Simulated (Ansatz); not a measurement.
Consider Si.

Input

```
crystal:
  lattice:
    - [3.96, -2.3793, 0.0]
    - [3.96, 2.3793, 0.0]
    - [0.0, 0.0, 4.878183]
  atoms:
    - { symbol: Si, position: [0.8245616566, 0.1754383434, 0.3249456277] }
    - { symbol: Si, position: [0.6754383434, 0.3245616566, 0.8249456277] }
    - { symbol: Si, position: [0.1754383434, 0.8245616566, 0.6750543723] }
    - { symbol: Si, position: [0.3245616566, 0.6754383434, 0.1750543723] }
    - { symbol: Si, position: [0.2182909058, 0.2182909058, 0.0] }
    - { symbol: Si, position: [0.2817090942, 0.2817090942, 0.5] }
    - { symbol: Si, position: [0.7817090942, 0.7817090942, 0.0] }
    - { symbol: Si, position: [0.7182909058, 0.7182909058, 0.5] }
kpoints:
  mp_grid: { grid: [12, 12, 10] }
scf:
  occupations: { method: fermi_dirac, width: 0.05 }
hamiltonian:
  xc: pbe
  pseudopotentials: { kind: paw }
output:
  forces: true
  stress: true
  populations: true
  efg: { contact_densities: true }
  write_density: true
  write_potential: true
  elf: true
  volumetric_format: npy
relax:
  f_tol: 0.02
  max_steps: 60
```

Command:

```sh
ansatz run input.yaml --threads 1 --pin off --max-ram 3072MiB --backend cpu --events-out ev --progress --plain --runs-dir out
```

Below, planes, directions and counts refer to the conventional cell (a = 7.92 Å, b = 4.76 Å, c = 4.88 Å, α = 90.00°, β = 90.00°, γ = 90.00°).

The fields are those of the relaxed geometry.

Space group Cmce; computed pressure about 38 GPa in this cell.

Level of theory: DFT, PBE, plane-wave PAW, default files, scalar-relativistic (Ansatz 0.2.0).

Predict the valence pseudo-density and electron localisation function between the atoms.

Si–Si (2.37 Å): ρ is about 0.5 e/Å³ halfway; the ELF peaks at about 0.80 between the atoms.
Si–Si (2.53 Å): ρ is about 0.38 e/Å³ halfway; the ELF peaks at about 0.65 between the atoms.

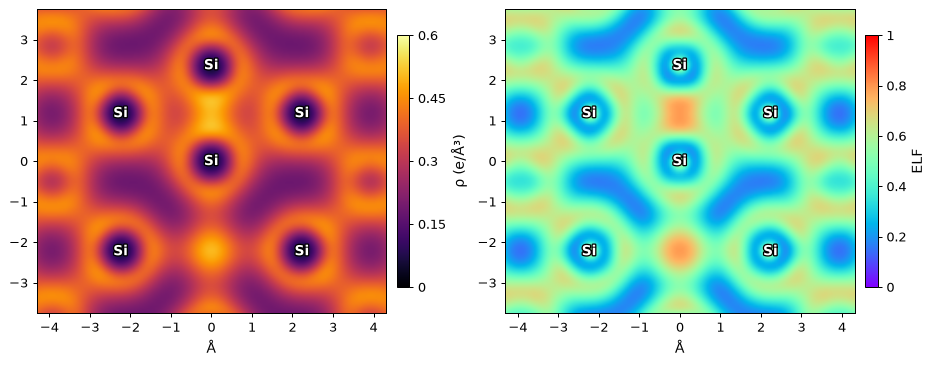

Computed valence pseudo-density and electron localisation function on the (011̄) plane of the conventional cell, in this order. Atoms just off the plane (Si, 0.5 Å away) can leave unmarked features too.

Core electrons are frozen (PAW), and the valence fields are smoothed inside the atomic spheres.
